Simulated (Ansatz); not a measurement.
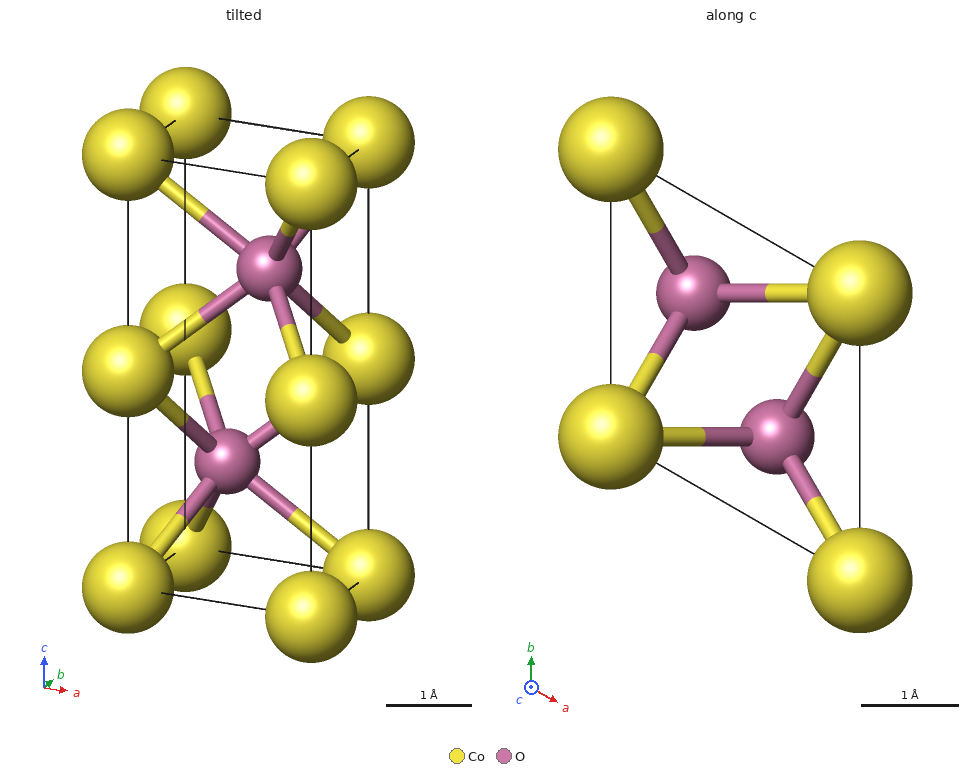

The image is a ball-and-stick drawing of a crystal, viewed slightly off an axis and along the c axis. The conventional unit cell is outlined; an atom on or near a face, edge or corner is repeated at each equivalent position. Cell: a = 2.98 Å, b = 2.98 Å, c = 5.21 Å, α = 90.00°, β = 90.00°, γ = 120.00°.

The structure was taken from a structure type filled with these elements by a generator (whether the compound takes this form wasn't checked). Earlier steps of the study, as a rule a relaxation of our own, may have changed the cell and positions, so they can lie some per cent off the listed ones. An electronic-structure calculation with Ansatz was run on it.

Q: In words:

A: The structure is one of CoO. The structure has P6_3/mmc (No. 194) symmetry and a primitive hexagonal lattice. Among the common structure types it is nickel arsenide (NiAs) type. Counting shared atoms by their share gives 2 Co, 2 O, or 4 atoms. Each Co is bonded to six O in an octahedral arrangement at about 2.2 Å. O is surrounded by six Co in a distorted trigonal prismatic arrangement at about 2.2 Å. Not all metal-metal contacts are counted. The bonds build a three-dimensional framework.

Calculation details: DFT PBE+U, scalar-relativistic, plane waves, PAW (Ansatz 0.2.0); plane waves up to 420 eV, k-points about 0.20 Å⁻¹ apart, Gaussian smearing of 0.05 eV, U_eff = 3.30 eV on Co d, collinear spins.

Q: Which atoms carry magnetic moments in this run, and how do they order?

A: The state reached is antiferromagnetic. Sizes: Co 2.5 μB; net moment 0.0 μB in the run's cell of 8 atoms.

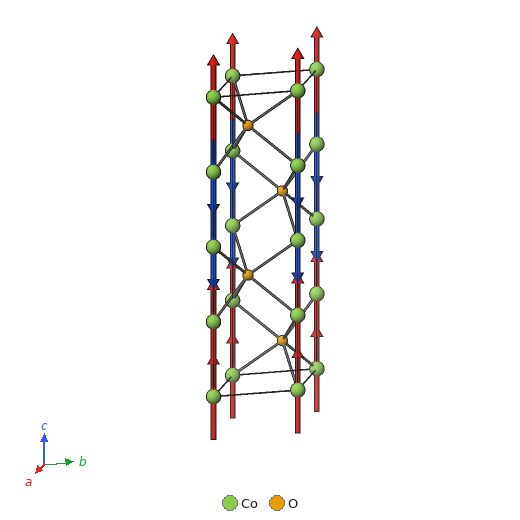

Site moments above 0.25 μB as arrows, small induced ones on non-metal atoms left out (red along the largest or up, blue against, purple across). The run's cell of 8 atoms is drawn, so axes and origin can differ from the first picture.

Q: How large a gap does the method give, if there is one?

A: A semiconductor at this level, with a gap of 1.23 eV on the k-mesh.

Q: Is this an equilibrium geometry for the method given?

A: No. The largest force is 0.25 eV/Å, on Co. The pressure is 1.2 GPa, so the cell would expand. The stress isn't hydrostatic: its largest component is 2.5 GPa.

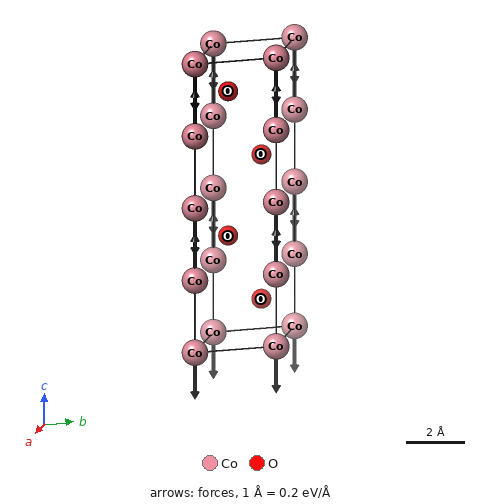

The forces as arrows. The run's cell of 8 atoms is drawn, so axes and origin can differ from the first picture.
